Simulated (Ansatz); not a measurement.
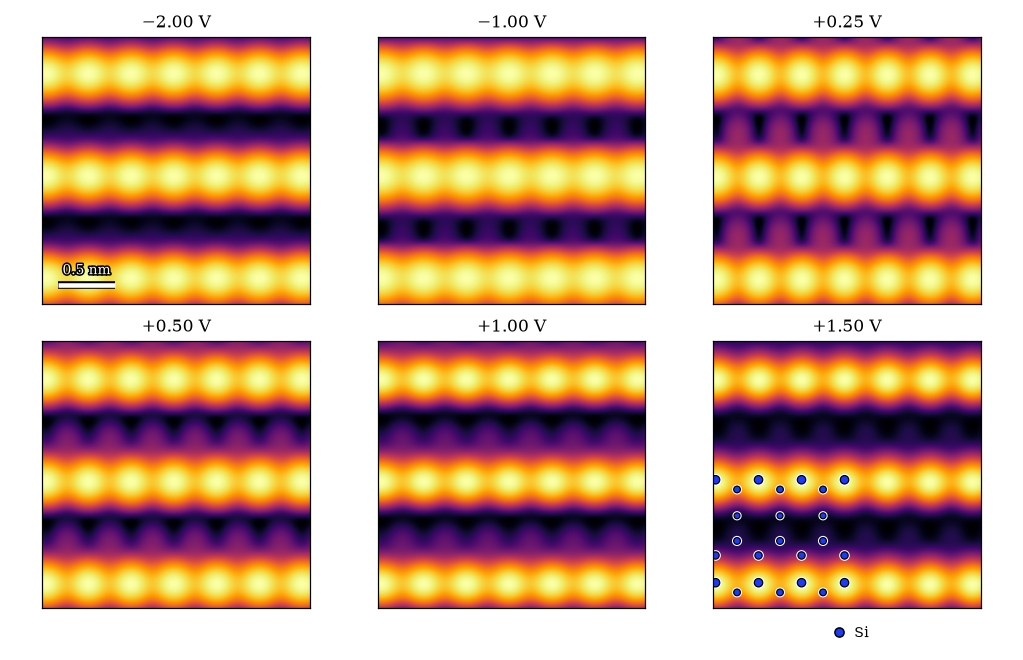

Constant-current images of Si(102) (P6_3/mmc bulk, the cell from a database of computed structures, not from a measurement, 5 atomic planes (those closer than 0.6 Å count as one), 11 Å) at 6 sample biases, each on its own colour scale; the last has the atoms seen from above drawn over one corner (deeper ones smaller).

Tersoff–Hamann simulation (s-wave tip); biases are sample biases. Bias windows are sharp sums over the levels of the k mesh.

Theory: DFT PBE, scalar-relativistic, plane waves, PAW (Ansatz). Cutoff 420 eV, 15 × 7 k-points, Gaussian smearing 0.1 eV, dipole correction. The slab is a cut without reconstruction beyond its cell, at the source's lattice constants, with its lower half held fixed and the rest relaxed. This isn't the element's usual diamond form. Real surfaces of this element reconstruct in larger cells, which this cell doesn't allow. No spin polarisation. The run warns that the functional's potential is rough in the thin density of the vacuum, where the tip is; weak contrasts and barriers may feel it.

> How do the images change with bias?

```tsv
bias	set point (e/Å³)	corrugation	brightest over
−2.00 V	6.7 × 10⁻⁶	1.6 Å	top Si atoms
−1.00 V	6.5 × 10⁻⁶	2.0 Å	top Si atoms
+0.25 V	6.8 × 10⁻⁷	1.7 Å	top Si atoms
+0.50 V	1.7 × 10⁻⁶	1.3 Å	top Si atoms
+1.00 V	3.6 × 10⁻⁶	100 pm	top Si atoms
+1.50 V	5.0 × 10⁻⁶	83 pm	top Si atoms
```

The slab has states at the Fermi level, so this model gives a current down to small biases. Its work function (top face) is 4.73 eV.
